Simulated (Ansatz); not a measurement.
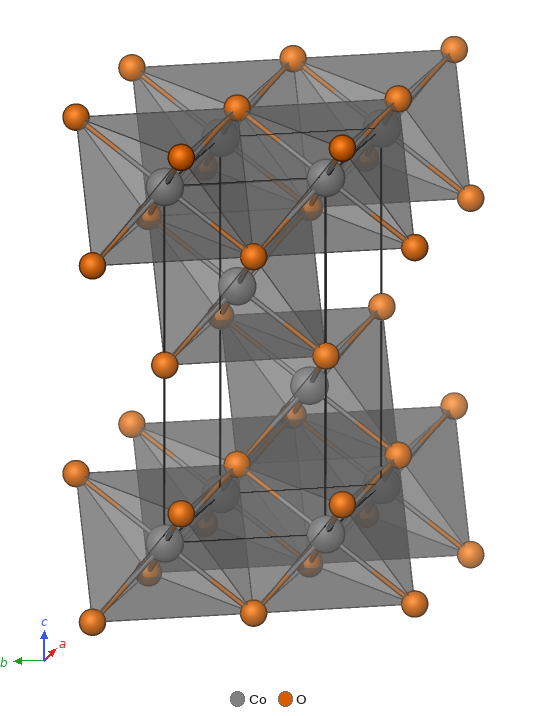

An orthographic polyhedral view of the structure, from a general direction. The wireframe shows the conventional unit cell. Some atoms of the next cells are drawn as well.

CoO, space group R-3m (No. 166), a = 3.00 Å, b = 3.00 Å, c = 6.90 Å, α = 90.00°, β = 90.00°, γ = 120.00°.

All computed values are from Ansatz, DFT PBE, scalar-relativistic, plane waves, PAW. Settings: a 420 eV plane-wave basis, k-points about 0.11 Å⁻¹ apart, Gaussian smearing of 0.15 eV, collinear spins. The state is ferromagnetic, in a cell of 2 atoms.

### What is the electronic character?

A metal: bands cross the Fermi level.

### Which way would the volume go on relaxing?

The computed pressure is 11.6 GPa (compressed: it would expand). The stress isn't hydrostatic: its largest component is 12.5 GPa.

The starting point was a structure listed in the Materials Project. The cell was then strained or its atoms displaced on purpose. Ansatz was used for an electronic-structure calculation on it.

At this level of theory the cell isn't at rest (compressed, at 12 GPa), so its distances can differ from those at equilibrium, the more so the softer the solid, and its magnetic state may change on relaxation.
